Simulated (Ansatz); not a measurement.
**Geometry relaxation of C (part 2 of 2)**

The same run, continued: C (P6/mmm, 1 atom in the cell); DFT, PBE, PAW with Ansatz's default frozen-core files, scalar-relativistic, no spin polarisation (Ansatz 0.2.0); cutoff 420 eV, 24×24×22 k-mesh, Fermi–Dirac smearing of 0.1 eV. Its volume is 0.85 times that of the source entry. It belongs to a series of runs on one base structure; here: shape and atoms relaxed at 0.85 of the volume.

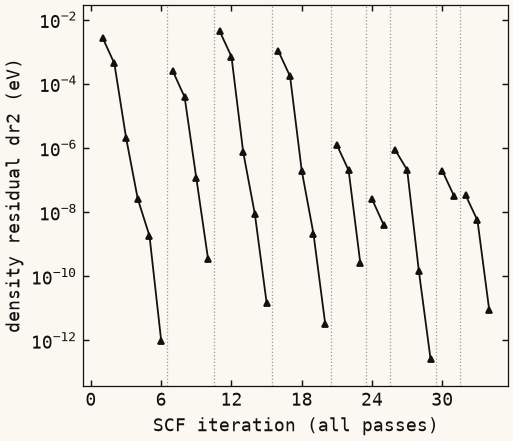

Figure 1. Convergence of the self-consistent field: density residual dr2 against the SCF iteration. The dotted lines part the SCF passes of the relaxation: geometry steps, rejected trials and re-solves on a re-selected basis. The 9 passes take 2 to 6 iterations each, 34 in all.

```
basis re-selected at this cell: Δ(F+E_penalty+E_count) = +1.528e-6 eV, ΔP = -0.000 GPa vs the last step (what re-selecting the basis moved, of the pressure what is left beyond the Pulay correction that the steps carried, after the strain that the cell walked since its last selection, with what the two solves' SCF thresholds leave and, on support functions, any second-order correction that the steps lacked; it is no measure of the basis error at this ecutwfc). This SCF's stress stands 1.68e-3 GPa from its target on what of the cell is left free (relax.cell.stress_tol is 8.00e-2 GPa) and its largest allowed force component is 0.00e0 eV/Å (relax.f_tol is 5.00e-3 eV/Å): within both
SCF converged after 3 iterations
Free energy (F): -247.855873 eV
Harris-Foulkes:  -247.855873 eV  (|F-HF|=1.11e-11)
Internal energy: -247.851472 eV  (E = F + TS)
E sigma→0 (E₀):  -247.853672 eV
Entropy (-TS):   -0.004401 eV (-4.401 meV/atom)
Fermi energy:    17.643014 eV
--- Per-component energies (eV) ---
  E_band       = 31.649005
  E_kinetic    = 91.938049
  E_local      = -29.921185  (includes V_loc(G=0)·N_el)
  E_nonlocal   = 27.438071
  E_hartree    = 4.627940
  E_xc         = -49.128063
  E_vxc        = -61.090931  (∫ρ·V_xc dr)
  E_paw        = -98.685041  (= ΣΔE_a)
  E_vpaw       = -5.970887  (= ΣTr[D̂ρ^β])
  E_aug_tail   = 0.000008  (compensation charges beyond the density's cutoff)
  E_ewald      = -194.121250
  E_smearing   = -0.004401  (= −TS)
  E_closure    = 0.000000  (closes the sum)
  Σ components = -247.855873   (vs F -247.855873, Δ=0.00e0)
--- Forces (eV/Å), atoms counted from 1 ---
  atom   1  C      0.00000000     0.00000000     0.00000000
  max |Σ_I F_I| component: 2.57e-34 eV/Å
--- Stress (GPa, compression-positive) ---
       67.472475       0.000000       0.000000
       -0.000000      67.472475       0.000000
        0.000000       0.000000      67.474995
  P = ⅓ Tr σ = 67.4733 GPa (674.733 kbar)
--- Band table (eV; the first three rows and the last of 732) ---
  k-point 0: bands = ["-6.8772", "26.3022", "26.3022", "34.8607", "47.0382", "49.9756"]
  k-point 1: bands = ["-6.7731", "26.3889", "26.3889", "33.8327", "47.8917", "50.1008"]
  k-point 2: bands = ["-6.4611", "26.6502", "26.6502", "31.4286", "49.6947", "50.4771"]
  k-point 731: bands = ["11.5751", "17.7778", "17.7778", "24.1879", "32.0958", "32.0958"]
--- Relaxed structure (7 steps of the walk, 6 accepted, 2 SCFs on fresh bases) ---
  F+E_penalty+E_count = -247.85587297 eV   max|allowed force component| = 0.000e0 eV/Å   (the final SCF, on the basis selected at the relaxed cell)
  cell:  # Å, volume = 4.8082 Å³
    - [1.8971529864123269, -2.8325625023194725e-11, 0.0]
    - [-0.9485764931816327, 1.642982681112752, 0.0]
    - [0.0, 0.0, 1.5425728633738522]
  atoms:
    - { symbol: C, position: [0.0, 0.0, 0.0] }
```

## File rho_z.tsv
```
# z_ang	rho[e/angstrom^3]
# format = ansatz-planar-average/11
# lattice	1.897152986	-0.000000000	0.000000000
# lattice	-0.948576493	1.642982681	0.000000000
# lattice	0.000000000	0.000000000	1.542572863
# sites	1
# site	6	0.000000000	0.000000000	0.000000000
0.000000	1.020037e0
0.128548	1.000732e0
0.257095	9.396638e-1
0.385643	8.418556e-1
0.514191	7.345191e-1
0.642739	6.531574e-1
0.771286	6.230869e-1
0.899834	6.531574e-1
1.028382	7.345191e-1
1.156930	8.418556e-1
1.285477	9.396638e-1
1.414025	1.000732e0
```

## File v_z.tsv
```
# z_ang	v_es[eV]	v_tot[eV]
# format = ansatz-planar-average/11
# xc	pbe
# density_cutoff_ev	1680
# datasets	C=:simpson_from_first_knot:soft
# lattice	1.897152986	-0.000000000	0.000000000
# lattice	-0.948576493	1.642982681	0.000000000
# lattice	0.000000000	0.000000000	1.542572863
# sites	1
# site	6	0.000000000	0.000000000	0.000000000
0.000000	-8.379953e0	-2.438466e1
0.128548	-6.803363e0	-2.265325e1
0.257095	-2.659890e0	-1.805725e1
0.385643	2.757376e0	-1.197095e1
0.514191	8.026109e0	-5.922320e0
0.642739	1.159291e1	-1.754946e0
0.771286	1.271468e1	-4.411709e-1
0.899834	1.159291e1	-1.754946e0
1.028382	8.026109e0	-5.922320e0
1.156930	2.757376e0	-1.197095e1
1.285477	-2.659890e0	-1.805725e1
1.414025	-6.803363e0	-2.265325e1
```

## Trajectory as extended XYZ (Å, eV, eV/Å), 9 frames, from step=1 to step=9
```
1
Lattice="1.9334 0.0000 0.0000 -0.9667 1.6744 0.0000 0.0000 0.0000 1.4852" Properties=species:S:1:pos:R:3:forces:R:3 step=1 energy=-247.80529 pressure_GPa=82.55
C     0.0000    0.0000    0.0000    0.0000   0.0000   0.0000
1
Lattice="1.9198 0.0000 0.0000 -0.9599 1.6626 0.0000 0.0000 0.0000 1.5064" Properties=species:S:1:pos:R:3:forces:R:3 step=2 energy=-247.83093 pressure_GPa=76.44
C     0.0000    0.0000    0.0000    0.0000   0.0000   0.0000
1
Lattice="1.8744 0.0000 0.0000 -0.9372 1.6233 0.0000 0.0000 0.0000 1.5802" Properties=species:S:1:pos:R:3:forces:R:3 step=3 energy=-247.82880 pressure_GPa=59.98 accepted=F
C     0.0000    0.0000    0.0000    0.0000   0.0000   0.0000
1
Lattice="1.8968 0.0000 0.0000 -0.9484 1.6427 0.0000 0.0000 0.0000 1.5431" Properties=species:S:1:pos:R:3:forces:R:3 step=4 energy=-247.85531 pressure_GPa=67.05
C     0.0000    0.0000    0.0000    0.0000   0.0000   0.0000
1
Lattice="1.8975 0.0000 0.0000 -0.9488 1.6433 0.0000 0.0000 0.0000 1.5420" Properties=species:S:1:pos:R:3:forces:R:3 step=5 energy=-247.85533 pressure_GPa=67.31
C     0.0000    0.0000    0.0000    0.0000   0.0000   0.0000
1
Lattice="1.8974 0.0000 0.0000 -0.9487 1.6432 0.0000 0.0000 0.0000 1.5421" Properties=species:S:1:pos:R:3:forces:R:3 step=6 energy=-247.85533 pressure_GPa=67.27
C     0.0000    0.0000    0.0000    0.0000   0.0000   0.0000
1
Lattice="1.8974 0.0000 0.0000 -0.9487 1.6432 0.0000 0.0000 0.0000 1.5421" Properties=species:S:1:pos:R:3:forces:R:3 step=7 energy=-247.85587 pressure_GPa=67.57
C     0.0000    0.0000    0.0000    0.0000   0.0000   0.0000
1
Lattice="1.8972 0.0000 0.0000 -0.9486 1.6430 0.0000 0.0000 0.0000 1.5426" Properties=species:S:1:pos:R:3:forces:R:3 step=8 energy=-247.85587 pressure_GPa=67.47
C     0.0000    0.0000    0.0000    0.0000   0.0000   0.0000
1
Lattice="1.8972 0.0000 0.0000 -0.9486 1.6430 0.0000 0.0000 0.0000 1.5426" Properties=species:S:1:pos:R:3:forces:R:3 step=9 energy=-247.85587 pressure_GPa=67.47
C     0.0000    0.0000    0.0000    0.0000   0.0000   0.0000
```

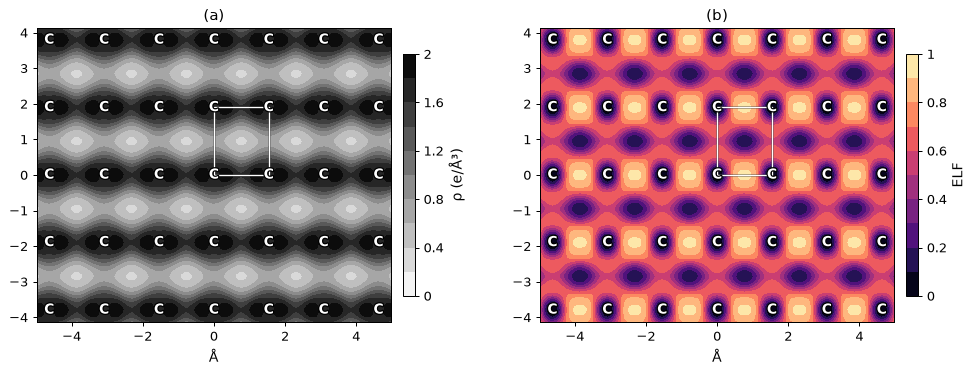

Figure 2. (a) valence pseudo-density; (b) ELF on the (11̄0) plane of the conventional cell. The section cuts through C sites. C–C (1.54 Å): ρ is about 1.6 e/Å³ halfway; the ELF peaks at about 0.90 between the atoms, which marks localised, shared-pair bonding. Away from the nuclei the density in this plane falls to 0.36 e/Å³ at its lowest. In a PAW calculation such maps are meaningful between the atoms, not at the nuclei.

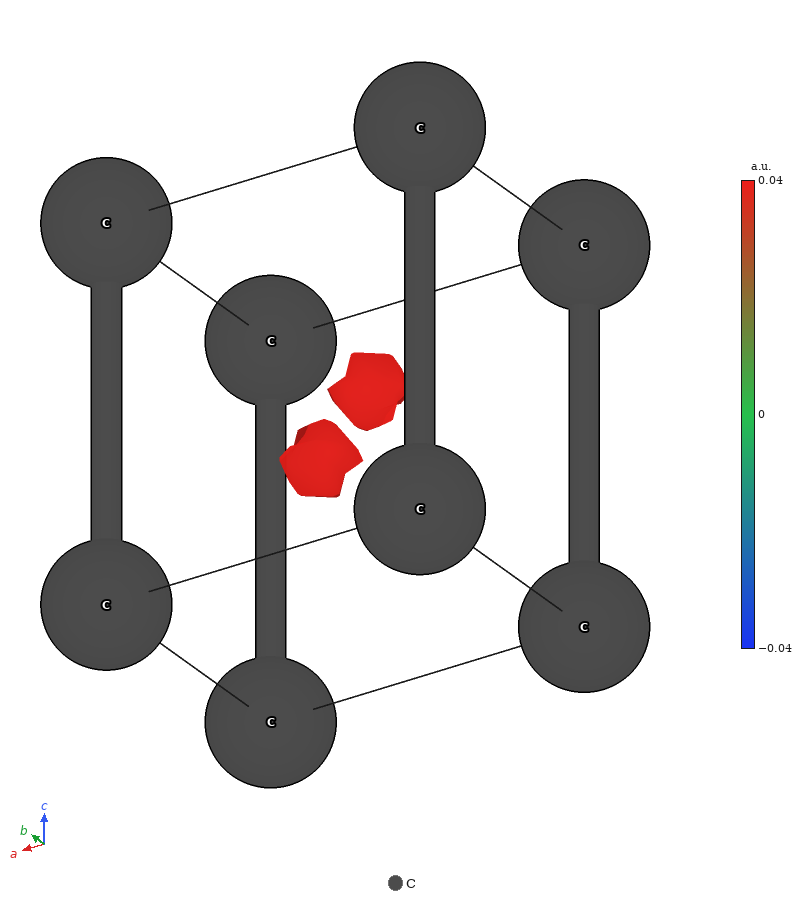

Figure 3. Non-covalent interaction (NCI) plot: the surface where the reduced density gradient is 0.5, for densities under 0.05 a.u., coloured by sign(λ₂)ρ; seen at an oblique angle. The outline is the cell set on symmetry axes.

This output came from the following input.

## The input
```yaml
crystal:
  lattice:
    - [1.9334456797, 0.0, 0.0]
    - [-0.9667228398, 1.6744130755, 0.0]
    - [0.0, 0.0, 1.4852051435]
  atoms:
    - { symbol: C, position: [0.0, 0.0, 0.0] }
kpoints:
  mp_grid: { grid: [24, 24, 22] }
scf:
  occupations: { method: fermi_dirac, width: 0.1 }
hamiltonian:
  xc: pbe
  pseudopotentials: { kind: paw }
output:
  forces: true
  stress: true
  write_density: true
  write_potential: true
  elf: true
  volumetric_format: npy
relax:
  f_tol: 0.005
  max_steps: 30
  cell: { stress_tol: 0.08, fix: [volume] }
```

Command:
```bash
ansatz run input.yaml --threads 1 --pin off --max-ram 2048MiB --backend cpu --events-out ev --progress --plain --runs-dir out
```

## Summary

```csv
quantity,value
outcome,converged
space group (tolerance 0.01 Å),P6/mmm (191)
electrons treated,4
free energy,−247.8559 eV
Fermi energy,17.643 eV
pressure,67.47 GPa
final volume,4.81 Å³
largest force (length of the vector) at the end,under 0.001 eV/Å
final cell,"a = 1.897 Å, b = 1.897 Å, c = 1.543 Å, α = 90.00°, β = 90.00°, γ = 120.00°"
hardware,"1 thread of Intel Xeon (Sapphire Rapids), 32 GiB of memory available, shared host"
wall time,14 s
peak memory,0.37 GiB
```

## Notes

The cell is under a pressure of 67 GPa at this level, so it is not at its equilibrium volume.
